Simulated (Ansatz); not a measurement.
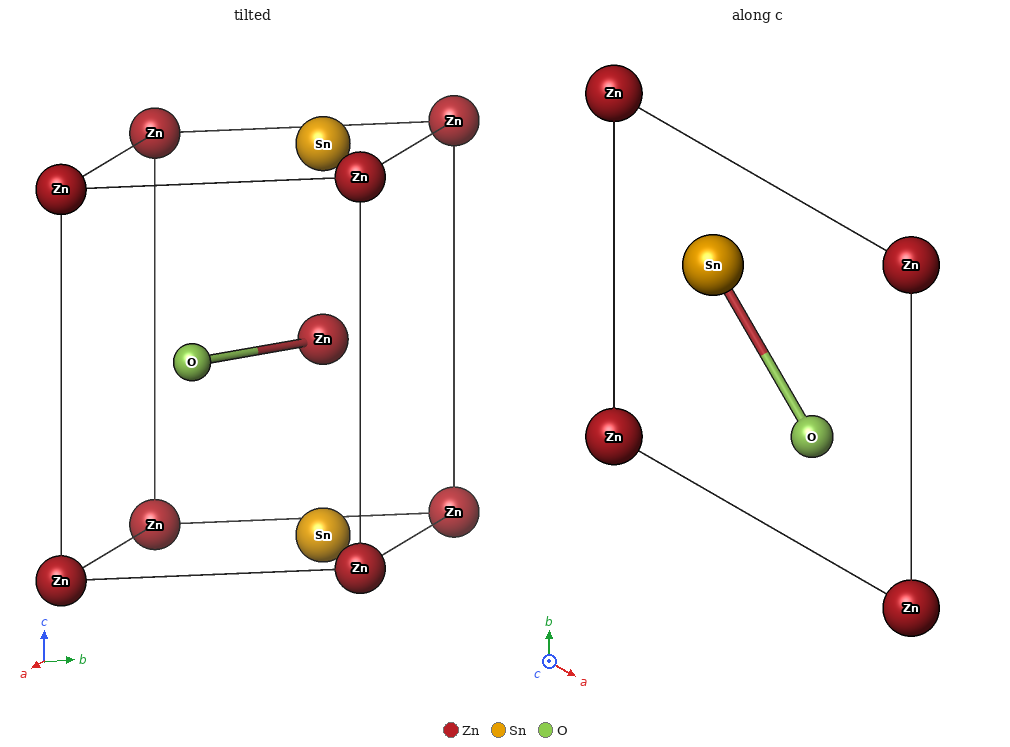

The figure gives a ball-and-stick picture of the atoms, viewed slightly off an axis and along the c axis. Lines trace the edges of the conventional unit cell. Cell: a = 4.22 Å, b = 4.22 Å, c = 5.50 Å, α = 90.00°, β = 90.00°, γ = 120.00°.

The structure comes from a random cell made by a generator, so it need not be a real form of the compound. Earlier steps of the study, as a rule a relaxation of our own, may have changed the cell and positions, so they can lie some per cent off the listed ones. An electronic-structure calculation with Ansatz was run on it.

Q: Describe the crystal.

A: The stoichiometry is Zn$_{2}$SnO. It is primitive hexagonal, space group P-6m2 (No. 187). The cell has 4 atoms, namely 2 Zn, 1 Sn, 1 O. Numbers of contacts at bonding distance: Zn 0 to 3 (mean 1.5) and O 3. Not all metal-metal contacts are counted.

Method used: DFT PBE, scalar-relativistic, plane waves, PAW in Ansatz. It ran with E_cut = 420 eV, the zone sampled with 12×12×8 points, Gaussian smearing of 0.1 eV, no spin polarisation.

Q: How large a gap does the method give, if there is one?

A: A metal: bands cross the Fermi level.

Q: What does a Bader analysis give?

A: Zn +0.11 to +0.73 e; Sn +0.12 e; O -0.96 e.

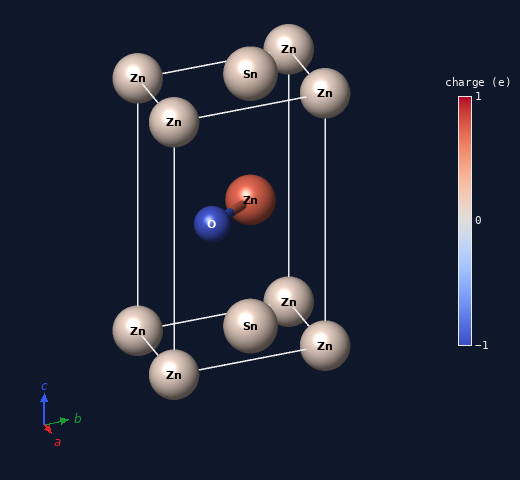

The atoms coloured by those charges. The run's cell of 4 atoms is drawn.

Q: Are forces and stress small enough to call this relaxed?

A: Yes. All forces vanish to within 0.01 eV/Å. The pressure is 0.0 GPa, close to zero.
